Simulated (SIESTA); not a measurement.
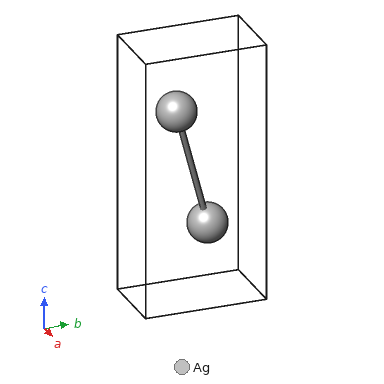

System: Ag, space group P6_3/mmc (No. 194). The picture shows the conventional cell.

Structure:
```yaml
crystal:
  lattice:
    - [2.93000, 0.00000, 0.00000]
    - [-1.46500, 2.53745, 0.00000]
    - [0.00000, 0.00000, 4.79000]
  atoms:
    - { symbol: Ag, position: [0.66667, 0.33333, 0.75000] }
    - { symbol: Ag, position: [0.33333, 0.66667, 0.25000] }
```

Calculation (SIESTA 5.4.2): DFT in numerical atomic orbitals with pseudopotentials, no spin polarisation; energies at scaled volumes of the given cell, shape and fractions fixed, counted from the fit's minimum, third-order Birch-Murnaghan fit. Level: PBEsol.

- k mesh: 10×10×6
- occupations: Fermi–Dirac
- smearing width: 0.05 eV
- potentials: PseudoDojo 0.4 standard, converted to PSML, two zetas on semicore shells
- program settings: basis DZP, mesh cutoff 800 Ry

Predict the energy and pressure against volume. The volume takes the values 16.74, 17.09, 17.45, 17.81, 18.16, 18.52, 18.87 Å³/atom.

A third-order Birch–Murnaghan fit gives V0 = 16.80 Å³/atom, B0 = 123 GPa and B′ = 5.2. The energy rises from 0.08 meV/atom at volume 16.74 Å³/atom to 77.25 meV/atom at 18.87 Å³/atom. The pressure falls from 0.54 GPa at volume 16.74 Å³/atom to −10.51 GPa at 18.87 Å³/atom, and changes sign near 16.81 Å³/atom.

| volume (Å³/atom) | energy (meV/atom) | pressure (GPa) |
| --- | --- | --- |
| 16.74 | 0.08 | 0.54 |
| 17.09 | 1.93 | −2.10 |
| 17.45 | 8.99 | −4.20 |
| 17.81 | 20.51 | −6.11 |
| 18.16 | 36.07 | −7.87 |
| 18.52 | 55.24 | −9.29 |
| 18.87 | 77.25 | −10.51 |

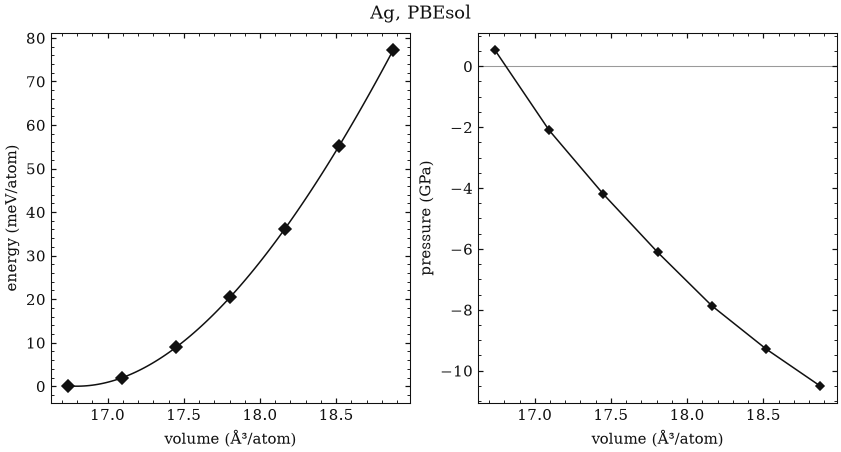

Limits of the calculation: the fit and the printed pressures don't fully agree, or the minimum lies near the end of the range; mulliken charges of long orbitals; short basis over semicore shells; shape and atomic fractions are frozen while scaling, which makes layered, chain and framework solids too stiff.
